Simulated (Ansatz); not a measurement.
# Calculations on Zr$_{3}$S$_{2}$

### Relaxation

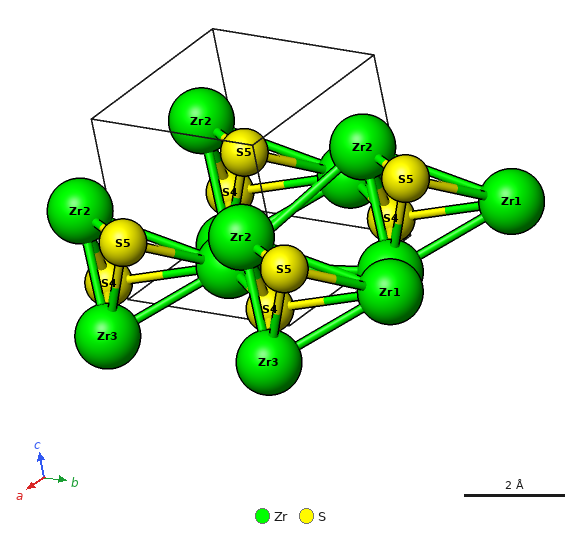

This is the input geometry for a relaxation of crystalline Zr3S2 (set up in P1). A ball-and-stick model of the cell of the calculation, repeated 2 × 2 × 1 with one cell outlined, seen from a free direction.

Case: all atoms moved at random, sigma 0.4 Å for each component, cell strained at random, sigma 0.01; relaxed back.

Computed with DFT PBE, scalar-relativistic, plane waves, PAW in Ansatz.

Input file:
```yaml
crystal:
  lattice:
    - [2.9318172055, 1.5897806544, 3.4727765294]
    - [-2.8941348198, 1.606756707, 3.4332765147]
    - [0.0335428857, -3.3502004012, 3.5268276835]
  atoms:
    - { symbol: Zr, position: [0.2068586488, 0.8767589786, 0.419334409] }
    - { symbol: Zr, position: [0.4963136759, 0.2525467573, 0.7754886788] }
    - { symbol: Zr, position: [0.7528771558, 0.4963296251, 0.2462832203] }
    - { symbol: S, position: [0.4265183184, 0.2798093744, 0.3483806175] }
    - { symbol: S, position: [0.6174322012, 0.5945552646, 0.7105130743] }
basis:
  ecutwfc: 420
kpoints:
  mp_grid: { grid: [6, 6, 6] }
hamiltonian:
  xc: pbe
scf:
  occupations: { method: gaussian, width: 0.15 }
output:
  forces: true
  stress: true
  eigenvalues: true
relax:
  adjacent_minimum: "off"
  f_tol: 0.01
  max_steps: 80
  cell: { stress_tol: 0.1 }
```

Launched with:
```bash
ansatz run input.yaml --threads 2 --pin off --max-ram 5120MiB --backend cpu --events-out ev --progress --plain --runs-dir out
```

### Predict the outcome.

The atom that moves furthest relative to the cell is Zr3 (0.49 Å along [1 0 −1]). Largest moves by element: Zr 0.49 Å, S 0.46 Å. The drawn cell changes as follows: a 4.815 → 4.827 Å (+0.2 %), b 4.769 → 4.827 Å (+1.2 %), c 4.865 → 4.827 Å (−0.8 %), α 73.4° → 73.7°, β 72.6° → 73.7°, γ 74.9° → 73.7°; the volume changes by +0.8 %. Some distances before and after: Zr2–S5 1.787 → 2.609 Å, Zr2–Zr3 2.576 → 3.390 Å, Zr1–Zr3 4.109 → 3.318 Å, Zr3–S4 3.280 → 2.600 Å. New bonds form, among them: Zr1–S5 (3.22 → 2.60 Å), Zr2–S5 (3.13 → 2.60 Å), Zr3–S4 (3.28 → 2.60 Å). Bond angles that change, for instance: Zr2–S4–Zr2 164.8° → 135.8°, Zr1–S4–Zr2 110.7° → 136.8°, Zr1–S4–Zr2 105.0° → 83.9°. The space group (tolerance 0.01 Å) goes from P1 (No. 1) to R32 (No. 155). After 7 accepted moves (8 points after the start) the energy has fallen by 2497 meV per atom. Largest force component: 21 eV/Å at the start, 0.00023 eV/Å at the end. Pressure: 53.03 GPa at the start and −0.03 GPa at the end. The SCF was repeated once at an unchanged geometry on a basis and grid sized afresh for the cell, which shifted the energy by less than 0.05 meV per atom at most.

The end point in the same view:

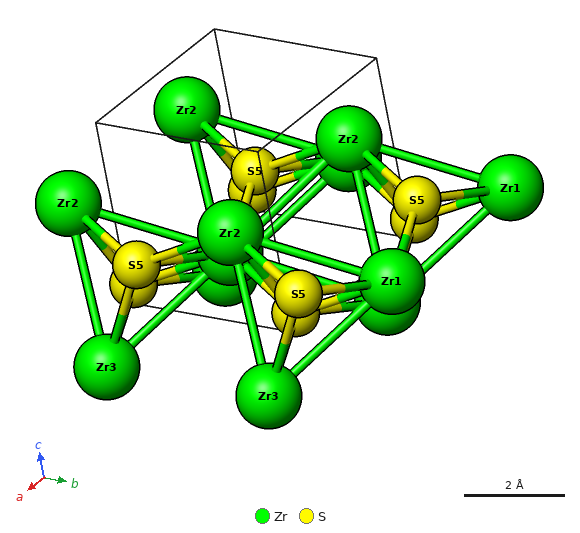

### Relaxation

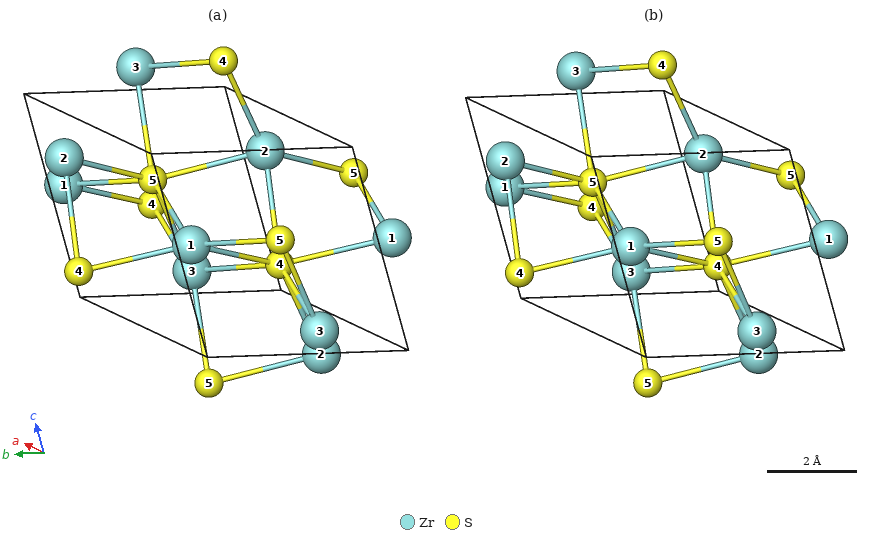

The structure of a crystal of Zr3S2 (set up in R32) before (left) and after (right) a relaxation, at one scale.

The picture is a ball-and-stick view of the cell of the calculation, seen from a free direction.

Level of theory: Ansatz, DFT PBEsol, scalar-relativistic, plane waves, PAW. Set-up: plane-wave cutoff 420 eV; k-point mesh 12 × 12 × 12; occupations gaussian; smearing width 0.1 eV; no spin polarisation; cell and atoms relaxed; force threshold 0.005 eV/Å; at most 80 steps.

Summarise the run.

Answer. No atom moves by more than 0.005 Å relative to the cell. The volume changes by −4.1 %, with a = b = c 4.837 → 4.768 Å (−1.4 %). Among the contacts that change: Zr1–Zr2 3.488 → 3.435 Å, Zr1–Zr2 (another image) 3.406 → 3.356 Å, Zr1–Zr2 (another image) 3.325 → 3.284 Å, Zr1–S4 2.617 → 2.578 Å. The space group stays R32 (No. 155). After 2 accepted moves (4 points after the start) the energy has fallen by 14.0 meV per atom. Largest force component: 0.14 eV/Å at the start, 0.0046 eV/Å at the end. Pressure: −5.10 GPa at the start and −0.03 GPa at the end. The line search rejected the trial step at point 1 of the run. The SCF was repeated once at an unchanged geometry on a basis and grid sized afresh for the cell, which shifted the energy by 0.1 meV per atom at most. The run took 2.1 min on 1 thread of Intel(R) Xeon(R) 6975P-C (Granite Rapids), with other jobs on the host, peak memory 0.75 GiB.

### Scan

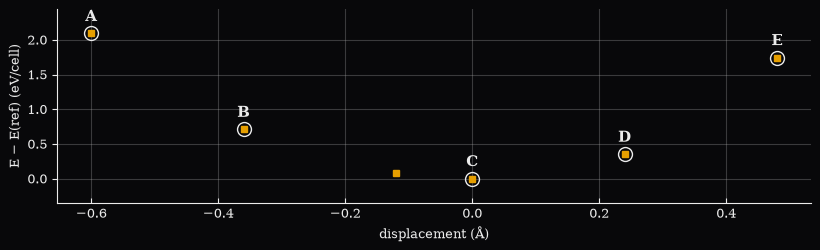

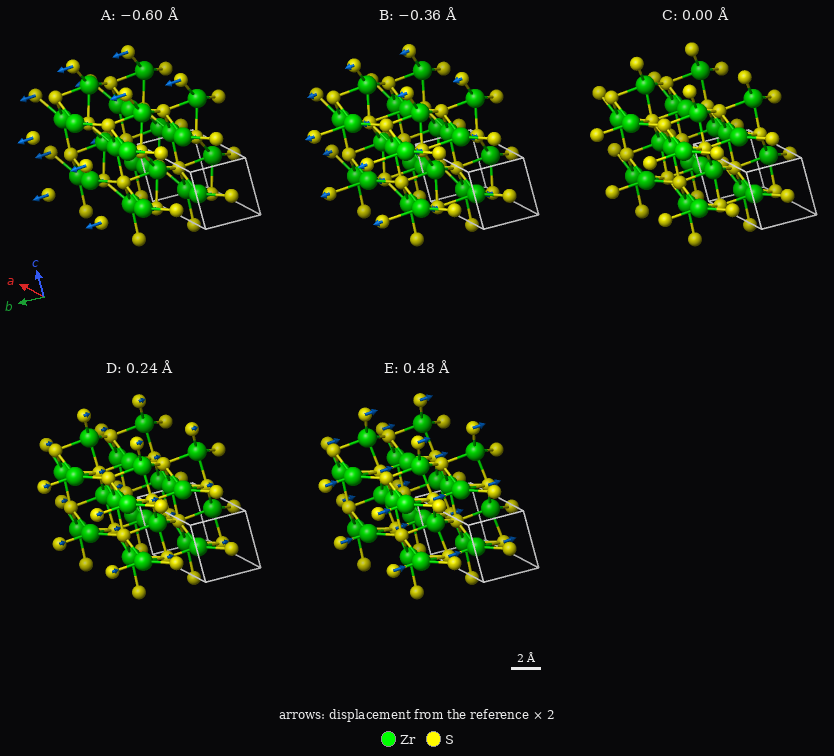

Energy scan for solid Zr₃S₂ (R32), in which an S atom (one in each cell of 5 atoms) is moved towards the nearest copy of atom 1 (Zr) at 2.569 Å, all else fixed. The lettered frames are marked on the plot. The picture is a ball-and-stick view of the cell of the calculation, repeated 2 × 2 × 2 with one cell outlined, seen from a free direction. Blue arrows: displacements from the reference.

These are results of DFT PBEsol, scalar-relativistic, plane waves, PAW in Ansatz 0.2.0, not measurements. Settings: plane-wave cutoff 420 eV; k-point mesh 12 × 12 × 12; occupations gaussian; smearing width 0.15 eV; no spin polarisation. Energies (free energies at the smearing named) are counted from the relaxed crystal.

What does the scan show?

Answer. Of the computed points the lowest is at the displacement 0.00 Å, 0.00 eV/cell. The end points stand at 2.09 eV/cell (−0.60 Å) and 1.74 eV/cell (0.48 Å). At the highest point the shortest interatomic distance is 2.18 Å, against 2.57 Å in the reference. The distortion takes the space group from R32 to P1.

### Scan

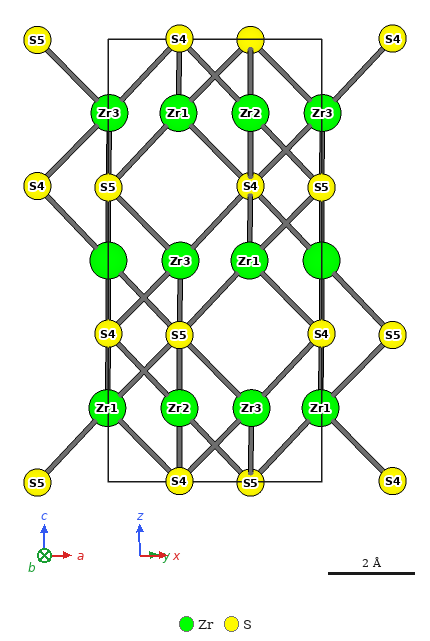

Crystalline Zr$_{3}$S$_{2}$ (R32): the ratio of the cell's length along z to its lengths across, counted as 1 for the reference, is changed at fixed volume (a c/a path), with the atoms kept at their fractional coordinates. x, y and z are the Cartesian axes of the input. The picture shows the reference cell. A ball-and-stick model of the conventional cell (3 times the calculation's cell), seen along the b axis. Lengths and directions refer to the drawn axes.

All numbers below come from DFT PBEsol, scalar-relativistic, plane waves, PAW (Ansatz). (plane-wave cutoff 420 eV; k-point mesh 12 × 12 × 12; occupations gaussian; smearing width 0.15 eV; no spin polarisation). Energies (free energies at the smearing named) are counted from the relaxed crystal.

```
Zr S
1.0
     2.86457    1.65386    3.43470
    -2.86457    1.65386    3.43470
     0.00000   -3.30772    3.43470
Zr S
3 2
Direct
  0.16184 0.83816 0.50000
  0.50000 0.16184 0.83816
  0.83816 0.50000 0.16184
  0.33496 0.33496 0.33496
  0.66504 0.66504 0.66504
```

**Give the energy at each point (the relative ratio: 0.80, 0.85, 0.92, 0.96, 1.00, 1.05, 1.10, 1.20).**

```csv
axial ratio over its reference value,energy change (meV/atom)
0.80,205.7
0.85,112.2
0.92,30.7
0.96,7.5
1.00,0.0
1.05,10.6
1.10,41.2
1.20,154.0
```

The lowest computed point lies at the relative ratio 1.00 (0.0 meV/atom). At the ends of the scan the energy is 205.7 meV/atom (0.80) and 154.0 meV/atom (1.20). The distortion keeps the space group R32. At the relative ratio 0.80 the cell of the drawing goes a 5.729 → 6.172 Å, b 5.729 → 6.172 Å, c 10.304 → 8.880 Å.

The computed profile:

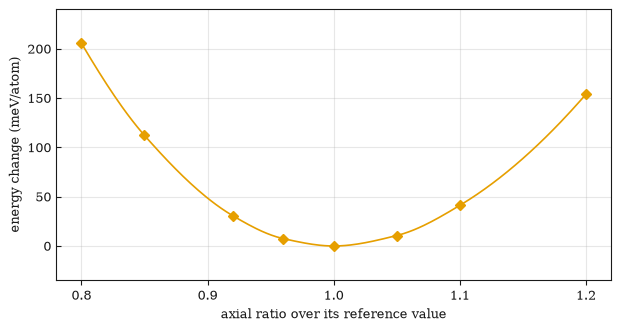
